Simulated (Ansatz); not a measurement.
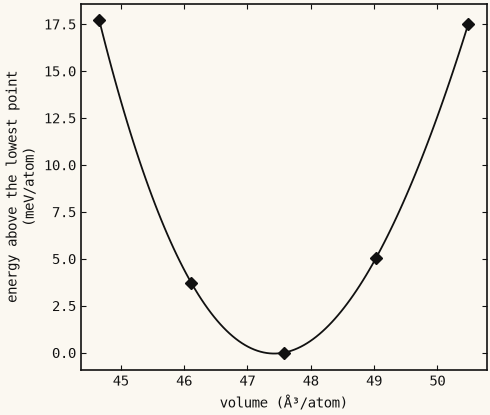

The figure shows the energy above the lowest point against volume for Bi, space group Fd-3m (No. 227) (one of a set of cubic test structures, which need not be the stable phase).

Calculation (Ansatz 0.2.0 development build): equation of state of a cubic crystal from periodic Kohn-Sham density functional theory without spin, third-order Birch-Murnaghan fit to the free energies; pressure corrected for the finite basis. Level: r2SCAN, no spin-orbit coupling.

- structure type: diamond
- atoms in cell: 2
- space group number: 227
- lattice centring: face-centred primitive
- k mesh: 8×8×8
- occupation method: Fermi–Dirac
- occupation width: 0.1 eV
- wave cutoff: 240 eV
- datasets: all-electron datasets
- density tolerance: 1e−09 eV
- bands: 19
- density cutoff ratio: 7
- nucleus: point
- search for lower states: default

From this curve and the settings, what does the calculation give for the pressure at the same points?

The pressure falls from 2.171 GPa at volume 44.66 Å³/atom to −1.735 GPa at 50.49 Å³/atom, and changes sign near 47.4 Å³/atom.

```tsv
volume (Å³/atom)	pressure (GPa)
44.66	2.171
46.12	0.940
47.57	-0.100
49.03	-0.980
50.49	-1.735
```

Keep in mind: cubic model structure, not the ambient form; no spin-orbit coupling with 6p elements.
